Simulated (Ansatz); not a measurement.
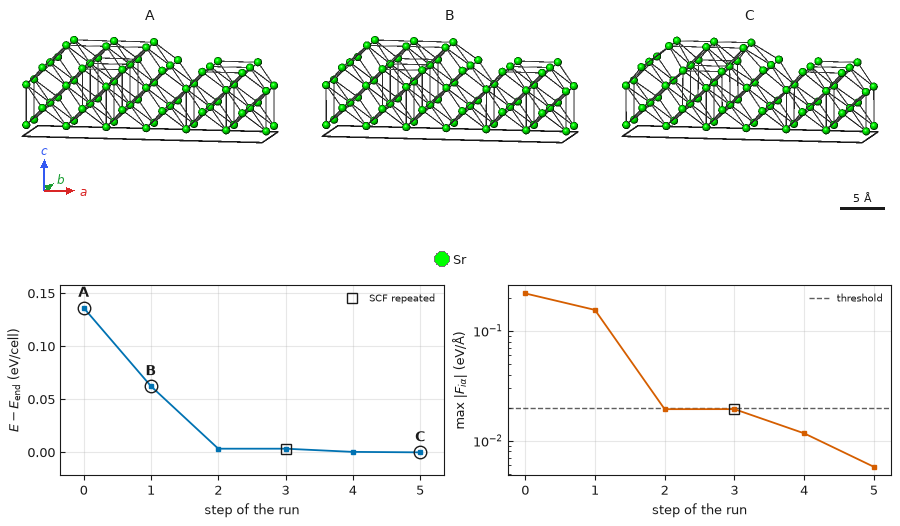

Frames of a constrained relaxation of a slab of composition Sr (cut from the Im-3m phase), marked on the history of the run. The picture is a ball-and-stick view of the 1 × 2 repeat of the cell, outlined in the plane, without the vacuum (origin shifted), seen slightly off an axis.

Case: stripe of 3 of 6 rows, two steps. 12 atoms are held fixed.

All numbers below come from DFT PBEsol, scalar-relativistic, plane waves, PAW (Ansatz 0.2.0). (plane-wave cutoff 420 eV; k-point mesh 2 × 8 × 1; occupations gaussian; smearing width 0.1 eV; no spin polarisation; dipole correction; atoms relaxed in a fixed cell; force threshold 0.02 eV/Å; at most 45 steps)

What happens along the run?

After 4 accepted moves (5 points after the start) the energy has fallen by 0.136 eV per cell of the calculation. The largest force component goes from 0.22 to 0.0058 eV/Å. 1 step only repeated the SCF at the same geometry. The largest moves, 0.33 Å, are those of Sr atoms. The cell doesn't change. Near-neighbour distances that change, for instance: Sr–Sr 4.674 → 4.352 Å, Sr–Sr 4.674 → 4.452 Å, Sr–Sr 4.048 → 4.239 Å, Sr–Sr 4.674 → 4.535 Å. Among the angles between lasting bonds that change: Sr–Sr–Sr 180.0° → 172.0°, Sr–Sr–Sr 109.5° → 103.8°, Sr–Sr–Sr 125.3° → 130.8°. Cost: 18 min on 4 threads of Arm Neoverse V1 (shared host), peak memory 8.1 GiB. From step 0 to 1: Sr atoms move most (0.09 Å), energy −73.9 meV per cell of the calculation. From step 1 to 5: Sr atoms move most (0.25 Å), energy −62.4 meV per cell of the calculation.

```json
{"step": "0", "E − E(0), meV/atom": "0.00", "largest force component, eV/Å": "0.2191", "note": ""}
{"step": "1", "E − E(0), meV/atom": "-2.74", "largest force component, eV/Å": "0.1551", "note": ""}
{"step": "2", "E − E(0), meV/atom": "-4.92", "largest force component, eV/Å": "0.0194", "note": ""}
{"step": "3", "E − E(0), meV/atom": "-4.92", "largest force component, eV/Å": "0.0194", "note": "same geometry, SCF repeated"}
{"step": "4", "E − E(0), meV/atom": "-5.03", "largest force component, eV/Å": "0.0117", "note": ""}
{"step": "5", "E − E(0), meV/atom": "-5.05", "largest force component, eV/Å": "0.0058", "note": ""}
```
